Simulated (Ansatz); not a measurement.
# What a change does: single-point calculation on WS2

System: WS2 (R3m, 6 atoms in the cell).
Method of the first run: DFT PBEsol+U+J, scalar-relativistic, plane waves, PAW, U = 4 eV, J = 0.9 eV on W atom 1 d; U = 4 eV, J = 0.9 eV on W atom 4 d, spin-polarised (Ansatz 0.2.0).

The structure derives from an entry of the Crystallography Open Database. Text and figures count atoms from 1; the logs count them from 0 in places.

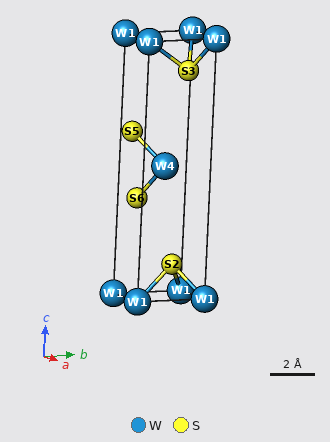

The structure as given in the input (ball-and-stick view of the reduced cell, seen slightly off an axis; atoms are numbered from 1 in the order of the input). Near neighbours in the crystal (not all of them lie inside the picture): W has 6 S at 2.39 to 2.42 Å; S has 3 W at 2.39 to 2.42 Å.

## Input, the first run
```yaml
crystal:
  lattice:
    - [1.57900017, -0.91163617, 12.3266583]
    - [-1.57900017, -0.91163617, 12.3266583]
    - [0.0, -3.64654468, 12.3266583]
  atoms:
    - { symbol: W, position: [0.0, 0.0, 0.0], spin: 2.0 }
    - { symbol: S, position: [0.7503, 0.7503, 0.62485] }
    - { symbol: S, position: [0.581, 0.581, 0.7095] }
    - { symbol: W, position: [0.0, 0.0, 0.5], spin: 2.0 }
    - { symbol: S, position: [0.7503, 0.7503, 0.12485] }
    - { symbol: S, position: [0.581, 0.581, 0.2095] }
basis:
  ecutwfc: 420
  ecutrho_ratio: 4
kpoints:
  mp_grid: { grid: [7, 7, 7] }
hamiltonian:
  xc: pbesol
  hubbard:
    sites:
      - { site: 0, l: d, u: 4.0, j: 0.9 }
      - { site: 3, l: d, u: 4.0, j: 0.9 }
scf:
  occupations: { method: gaussian, width: 0.05 }
  lower_state_search: "off"
  max_iter: 150
output:
  forces: true
  stress: true
  eigenvalues: true
  populations: true
  hubbard: { sites: [{ site: 0, l: d }, { site: 3, l: d }] }
magnetization:
  spin_polarized: true
```

Command:
```bash
ansatz run input.yaml --threads 4 --pin off --max-ram 6144MiB --backend cpu --events-out ev --progress --plain --runs-dir out
```

Hardware: 4 threads of Arm Neoverse V1, 24 GiB of memory available, shared host.

## Output, shortened to warnings, some set-up lines, iterations and results (the first run)
```
WARN: the starting moments were not kept: the SCF closed with an absolute magnetisation of 2.2e-5 μB, where they sum to 4 μB in size (2 sites). That is at most 0.1 of that sum. Measured as dr2_m measures the in/out step, that magnetisation stands 4.5e-11 eV from none, at or under the dr2_threshold of 1.0e-7 eV: it is no larger than a step whose dr2_m would equal this threshold. The system may …
Basis set: ecut = 420 eV, 2057 PW (Γ), FFT grids on a1−a3, a2−a3, a1+a2−a3, exchange–correlation on 48×48×180 points (8 copies of the dense FFT grid, shifted against one another)
Symmetry: 12 space group operations
k-points: 44 of 343 (time reversal used)
Initial density: superposition of atomic densities (chi_scale 0.1, normalization cell)
[...]
SCF iter   1: F=—  HF=-24049.250029 eV  |F-HF|=—  |Δ(HF+E_count)|=         —  Δρ=6.09e-2 (↑6.09e-2 ↓4.52e-2)  dr2=2.62e0  dr2_m=2.24e0  M=0.029 μB ∫|m|=1.630 μB  β_m=0.30  …
SCF iter   2: F=—  HF=-24049.660220 eV  |F-HF|=—  |Δ(HF+E_count)|=   4.10e-1  Δρ=4.20e-2 (↑4.20e-2 ↓3.44e-2)  dr2=1.27e0  dr2_m=1.18e0  M=0.000 μB ∫|m|=1.395 μB  β_m=0.30  …
SCF iter   3: F=—  HF=-24049.834399 eV  |F-HF|=—  |Δ(HF+E_count)|=   1.74e-1  Δρ=2.69e-2 (↑2.52e-2 ↓2.69e-2)  dr2=3.63e-1  dr2_m=6.22e-1  M=0.000 μB ∫|m|=1.200 μB  β_m=0.30  …
SCF iter   4: F=—  HF=-24050.047076 eV  |F-HF|=—  |Δ(HF+E_count)|=   2.13e-1  Δρ=1.90e-2 (↑1.87e-2 ↓1.90e-2)  dr2=2.14e-2  dr2_m=3.43e-1  M=0.000 μB ∫|m|=0.994 μB  β_m=0.30  …
SCF iter   5: F=—  HF=-24050.203608 eV  |F-HF|=—  |Δ(HF+E_count)|=   1.57e-1  Δρ=1.44e-2 (↑1.39e-2 ↓1.44e-2)  dr2=7.66e-3  dr2_m=1.93e-1  M=0.000 μB ∫|m|=0.826 μB  β_m=0.30  …
[... 7 lines ...]
SCF iter  13: F=—  HF=-24050.442127 eV  |F-HF|=—  |Δ(HF+E_count)|=   6.23e-6  Δρ=1.74e-5 (↑1.40e-5 ↓1.74e-5)  dr2=3.08e-7  dr2_m=2.09e-7  M=0.000 μB ∫|m|=0.002 μB  β_m=0.97  …
SCF iter  14: F=-24050.442129 eV  HF=-24050.442129 eV  |F-HF|=6.73e-8  |Δ(HF+E_count)|=   1.53e-6  Δρ=5.33e-6 (↑5.30e-6 ↓5.33e-6)  dr2=2.49e-8  dr2_m=2.48e-8  M=0.000 μB …
SCF iter  15: F=-24050.442129 eV  HF=-24050.442129 eV  |F-HF|=8.59e-10  |Δ(HF+E_count)|=   2.03e-7  Δρ=1.41e-6 (↑1.31e-6 ↓1.41e-6)  dr2=5.51e-9  dr2_m=1.21e-9  M=0.000 μB …
SCF iter  16: F=-24050.442129 eV  HF=-24050.442129 eV  |F-HF|=4.98e-10  |Δ(HF+E_count)|=   8.27e-9  Δρ=3.71e-7 (↑3.64e-7 ↓3.71e-7)  dr2=7.36e-10  dr2_m=5.07e-11  M=0.000 μB …
SCF 1 converged in 16 iterations: F = -24050.442129 eV  dr2 = 7.36e-10
SCF converged after 16 iterations
Magnetization: 0.0000 μB (26.0000 up, 26.0000 down)
Absolute magnetization: 0.0000 μB (∫|ρ↑−ρ↓|, with the PAW one-centre terms)
Spin contamination: 0.0000 ħ² per cell (⟨S²⟩ above its minimum at these occupations)
Per-site moments (μB) at R_I (Å): [(1.1182746872584193e-6, 0.9861779361436454), (-2.0891431656414155e-6, 0.9861779361436454), (5.313831551453298e-7, 0.9962793655867597), (1.1182746872454453e-6, 0.9861779361436448), (-2.089143165661121e-6, 0.9861779361436448), (5.31383155103988e-7, …
Free energy (F): -24050.442129 eV
Harris-Foulkes:  -24050.442129 eV  (|F-HF|=4.98e-10)
Internal energy: -24050.442129 eV  (E = F + TS)
E sigma→0 (E₀):  -24050.442129 eV
Fermi energy:    12.103638 eV
--- Per-component energies (eV) ---
  E_band       = -378.465292
  E_kinetic    = 1333.255443
  E_local      = -3518.419664  (includes V_loc(G=0)·N_el)
  E_nonlocal   = 120.709738
  E_hartree    = 1395.388944
  E_xc         = -917.395212
  E_vxc        = -829.986523  (∫ρ·V_xc dr)
  E_hubbard    = 7.679046  (on-site DFT+U / exact-exchange correction)
  E_vhub       = -0.038646  (the Hubbard potential's part of the band-sum identity)
  E_paw        = -19208.991222  (= ΣΔE_a)
  E_vpaw       = -274.762363  (= ΣTr[D̂ρ^β])
  E_aug_tail   = -0.000131  (compensation charges beyond the density's cutoff)
  E_ewald      = -3263.360453
  E_core_change = 0.691382  (= ΣΔE_core)
  E_smearing   = -0.000000  (= −TS)
  E_closure    = 0.000000  (closes the sum)
  Σ components = -24050.442129   (vs F -24050.442129, Δ=0.00e0)
--- DFT+U+J on-site energies (Liechtenstein; fll double counting; per corrected site; eV) ---
  site 0 (l=d): U=4.0000  J=0.9000  Tr N=4.9667  E_int=39.926980  E_dc=36.087457  E_U=3.839523
  site 3 (l=d): U=4.0000  J=0.9000  Tr N=4.9667  E_int=39.926980  E_dc=36.087457  E_U=3.839523
--- Forces (eV/Å), atoms counted from 1 ---
  atom   1  W     -0.00000000    -0.00000000    -0.60321578
  atom   2  S      0.00000000     0.00000000     0.24041699
  atom   3  S     -0.00000000     0.00000000     0.36279633
  atom   4  W     -0.00000000    -0.00000000    -0.60321578
  atom   5  S      0.00000000     0.00000000     0.24041699
  atom   6  S      0.00000000     0.00000000     0.36279633
  max |Σ_I F_I| component: 4.90e-6 eV/Å
--- Stress (GPa, compression-positive) ---
       -0.741180       0.000000       0.000000
        0.000000      -0.741180      -0.000000
        0.000000      -0.000000       0.119323
  P = ⅓ Tr σ = -0.4543 GPa (-4.543 kbar)
Occupation matrices written to [file]
--- Löwdin populations: 6 sites ---
  site symbol       q [e]    m [muB]
     0      W     13.5668     0.0000
     1      S      6.0906    -0.0000
     2      S      6.1052     0.0000
[...]
```

For the second run the input was changed thus:
```diff
-    - { symbol: W, position: [0.0, 0.0, 0.0], spin: 2.0 }
+    - { symbol: W, position: [0.0, 0.0, 0.0], spin: 1.0 }
-    - { symbol: W, position: [0.0, 0.0, 0.5], spin: 2.0 }
+    - { symbol: W, position: [0.0, 0.0, 0.5], spin: 1.0 }
+  initial_magnetization: 2.0
+  spin_locking: { lock_magnetization: soft, n_iters: 6 }
```

What does this change do to the results?

The total moment is fixed by the input in the second run, so the state need not be the lowest. The energy is the same within 0.01 meV per atom.

## Output, shortened to warnings, some set-up lines, iterations and results (the second run)
```
Warning: output.stress: scf.convergence.dr2_threshold = 1e-7 eV (the SCF's general default) is looser than the 6e-10 eV advised for a printed stress (1e-10 eV for each atom of the cell: 6). What an SCF threshold leaves in a stress goes as its square root, and in the free energy as the threshold itself, and one threshold admits the most on a small cell: of the crystals measured, under no hybrid …
WARN: the starting moments were not kept: the SCF closed with an absolute magnetisation of 1.8e-5 μB, where they sum to 2 μB in size (2 sites). That is at most 0.1 of that sum. Measured as dr2_m measures the in/out step, that magnetisation stands 3.2e-11 eV from none, at or under the dr2_threshold of 1.0e-7 eV: it is no larger than a step whose dr2_m would equal this threshold. The system may …
Basis set: ecut = 420 eV, 2057 PW (Γ), FFT grids on a1−a3, a2−a3, a1+a2−a3, exchange–correlation on 48×48×180 points (8 copies of the dense FFT grid, shifted against one another)
Symmetry: 12 space group operations
k-points: 44 of 343 (time reversal used)
Initial density: superposition of atomic densities (chi_scale 0.1, normalization cell)
[...]
SCF iter   1: F=—  HF=-24048.677015 eV  |F-HF|=—  |Δ(HF+E_count)|=         —  Δρ=3.11e-2 (↑3.11e-2 ↓2.51e-2)  dr2=2.57e0  dr2_m=2.39e-1  M=2.000 μB ∫|m|=2.044 μB  β_m=0.30  …
SCF iter   2: F=—  HF=-24048.444030 eV  |F-HF|=—  |Δ(HF+E_count)|=   2.33e-1  Δρ=2.03e-2 (↑2.03e-2 ↓1.81e-2)  dr2=1.16e0  dr2_m=1.22e-1  M=2.000 μB ∫|m|=2.043 μB  β_m=0.59  …
SCF iter   3: F=—  HF=-24048.508931 eV  |F-HF|=—  |Δ(HF+E_count)|=   6.49e-2  Δρ=6.45e-3 (↑6.45e-3 ↓5.73e-3)  dr2=4.17e-1  dr2_m=1.08e-2  M=2.000 μB ∫|m|=2.041 μB  β_m=0.79  …
SCF iter   4: F=—  HF=-24048.504846 eV  |F-HF|=—  |Δ(HF+E_count)|=   4.08e-3  Δρ=2.74e-3 (↑2.74e-3 ↓2.03e-3)  dr2=3.79e-2  dr2_m=8.91e-4  M=2.000 μB ∫|m|=2.027 μB  β_m=0.90  …
SCF iter   5: F=—  HF=-24048.501808 eV  |F-HF|=—  |Δ(HF+E_count)|=   3.04e-3  Δρ=7.65e-4 (↑7.65e-4 ↓7.57e-4)  dr2=8.37e-3  dr2_m=1.26e-4  M=2.000 μB ∫|m|=2.020 μB  β_m=0.95  …
[... 10 lines ...]
SCF iter  16: F=—  HF=-24050.442128 eV  |F-HF|=—  |Δ(HF+E_count)|=   1.62e-5  Δρ=1.75e-5 (↑1.68e-5 ↓1.75e-5)  dr2=1.82e-7  dr2_m=2.71e-7  M=0.000 μB ∫|m|=0.002 μB  β_m=1.00  …
SCF iter  17: F=-24050.442129 eV  HF=-24050.442129 eV  |F-HF|=1.85e-9  |Δ(HF+E_count)|=   1.04e-6  Δρ=2.53e-6 (↑2.53e-6 ↓2.16e-6)  dr2=1.93e-8  dr2_m=3.98e-9  M=0.000 μB …
SCF iter  18: F=-24050.442129 eV  HF=-24050.442129 eV  |F-HF|=9.64e-10  |Δ(HF+E_count)|=   1.56e-8  Δρ=4.77e-7 (↑4.77e-7 ↓4.69e-7)  dr2=2.97e-9  dr2_m=5.72e-11  M=0.000 μB …
SCF iter  19: F=-24050.442129 eV  HF=-24050.442129 eV  |F-HF|=4.73e-11  |Δ(HF+E_count)|=  3.93e-10  Δρ=2.23e-7 (↑2.23e-7 ↓2.22e-7)  dr2=4.92e-10  dr2_m=2.10e-11  M=0.000 μB …
SCF 1 converged in 19 iterations: F = -24050.442129 eV  dr2 = 4.92e-10
SCF converged after 19 iterations
Magnetization: 0.0000 μB (26.0000 up, 26.0000 down)
Absolute magnetization: 0.0000 μB (∫|ρ↑−ρ↓|, with the PAW one-centre terms)
Spin contamination: 0.0000 ħ² per cell (⟨S²⟩ above its minimum at these occupations)
Per-site moments (μB) at R_I (Å): [(1.3993212873447355e-6, 0.9861779361436454), (-1.2096747573833968e-6, 0.9861779361436454), (-7.277460836629903e-7, 0.9962793655867597), (1.3993212873388997e-6, 0.9861779361436448), (-1.2096747573746101e-6, 0.9861779361436448), (-7.27746083651014e-7, …
--- Magnetisation constraints (ε_frz = 1.0e-4 eV) ---
  site  kind          target   achieved (μB)  |Δ|max (μB)  g (eV/μB)  λ_eff  esc  ok  flags
  cell  total_moment  +2.0000  -0.0000        2.00e0       -0.00e0    0.000  0    —   released
Free energy (F): -24050.442129 eV
Harris-Foulkes:  -24050.442129 eV  (|F-HF|=4.73e-11)
Internal energy: -24050.442129 eV  (E = F + TS)
E sigma→0 (E₀):  -24050.442129 eV
Fermi energy:    12.103635 eV
--- Per-component energies (eV) ---
  E_band       = -378.465489
  E_kinetic    = 1333.255413
  E_local      = -3518.419509  (includes V_loc(G=0)·N_el)
  E_nonlocal   = 120.709707
  E_hartree    = 1395.388824
  E_xc         = -917.395237
  E_vxc        = -829.986555  (∫ρ·V_xc dr)
  E_hubbard    = 7.679047  (on-site DFT+U / exact-exchange correction)
  E_vhub       = -0.038661  (the Hubbard potential's part of the band-sum identity)
  E_paw        = -19208.991171  (= ΣΔE_a)
  E_vpaw       = -274.762322  (= ΣTr[D̂ρ^β])
  E_aug_tail   = -0.000131  (compensation charges beyond the density's cutoff)
  E_ewald      = -3263.360453
  E_core_change = 0.691382  (= ΣΔE_core)
  E_smearing   = -0.000000  (= −TS)
  E_closure    = -0.000000  (closes the sum)
  Σ components = -24050.442129   (vs F -24050.442129, Δ=0.00e0)
--- DFT+U+J on-site energies (Liechtenstein; fll double counting; per corrected site; eV) ---
  site 0 (l=d): U=4.0000  J=0.9000  Tr N=4.9667  E_int=39.926945  E_dc=36.087422  E_U=3.839523
  site 3 (l=d): U=4.0000  J=0.9000  Tr N=4.9667  E_int=39.926945  E_dc=36.087422  E_U=3.839523
--- Forces (eV/Å), atoms counted from 1 ---
  atom   1  W     -0.00000000    -0.00000000    -0.60321872
  atom   2  S      0.00000000     0.00000000     0.24041878
  atom   3  S      0.00000000     0.00000000     0.36279725
  atom   4  W     -0.00000000    -0.00000000    -0.60321872
  atom   5  S      0.00000000     0.00000000     0.24041878
  atom   6  S      0.00000000     0.00000000     0.36279725
  max |Σ_I F_I| component: 5.38e-6 eV/Å
--- Stress (GPa, compression-positive) ---
       -0.741180       0.000000       0.000000
       -0.000000      -0.741180      -0.000000
        0.000000      -0.000000       0.119814
[...]
```

## The two runs side by side

| quantity | the first run | the second run |
| --- | --- | --- |
| outcome | converged | converged |
| free energy per atom (eV) | −4008.4070 | −4008.4070 |
| gap on the mesh (eV) | 1.16 | 1.16 |
| net moment of the cell (μB) | 0.00 | 0.00 |
| absolute moment of the cell (μB) | 0.00 | 0.00 |
| pressure (GPa) | −0.45 | −0.45 |
| largest force (eV/Å) | 0.603 | 0.603 |
| SCF iterations | 16 | – |
| irreducible k-points | 44 | 44 |
| plane waves at Γ | 2057 | 2057 |
| wall time (shared host) | 18 s | 18 s |

For both runs: Spin–orbit coupling is left out, which matters for W. For the first run: Warnings: some starting moments were not kept. For the second run: Warnings: some starting moments were not kept; the SCF threshold is looser than advised for the printed stress.
